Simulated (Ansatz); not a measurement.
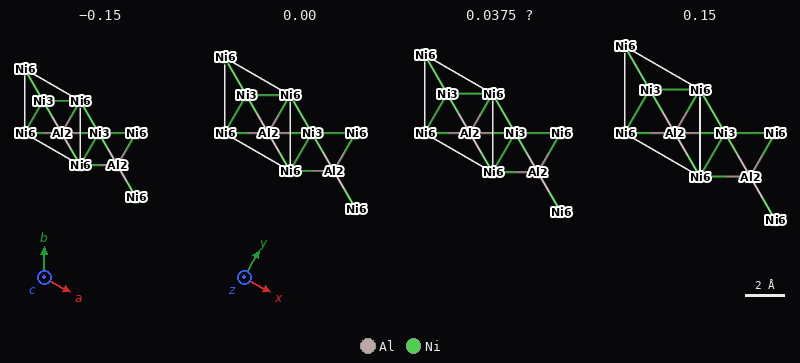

Solid AlNi₂ (P-3m1): the cell is strained equally along x and y, with the atoms kept at their fractional coordinates. x, y and z are the Cartesian axes of the input. Style: ball-and-stick. Shown: the cell of the calculation, repeated 2 × 1 × 1 with one cell outlined, along the c axis.

Level of theory: DFT r2SCAN, scalar-relativistic, plane waves, PAW in Ansatz 0.2.0. Settings: plane-wave cutoff 500 eV; k-point mesh 12 × 12 × 10; occupations gaussian; smearing width 0.15 eV; no spin polarisation. Energies (free energies at the smearing named) are counted from the relaxed crystal.

```csv
strain,energy change (meV/atom)
−0.1500,1226
−0.0750,244
0.0000,0
0.0375,?
0.1125,315
0.1500,504
```

**Fill in the missing row.**

A straight line between the two neighbours gives 105 meV/atom. A cubic through the four nearest rows (−0.0750, 0.0000, 0.1125, 0.1500) gives, with Lagrange weights, (−0.1000)(244) + (0.7500)(0) + (0.6000)(315) + (−0.2500)(504) = 39 meV/atom. The calculation gives 43 meV/atom, so the cubic is 4 meV/atom too low and the straight line 62 meV/atom too high, as the curve bends upwards here.

The whole profile:

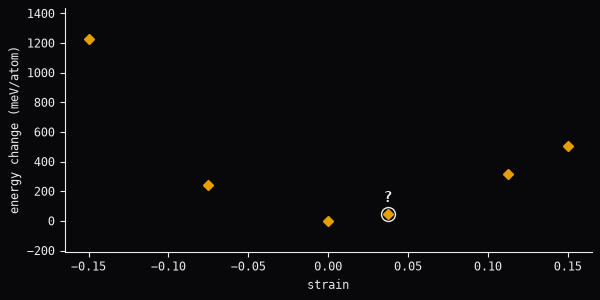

Limits of the set-up: an element that often carries a moment was run without spin polarisation.
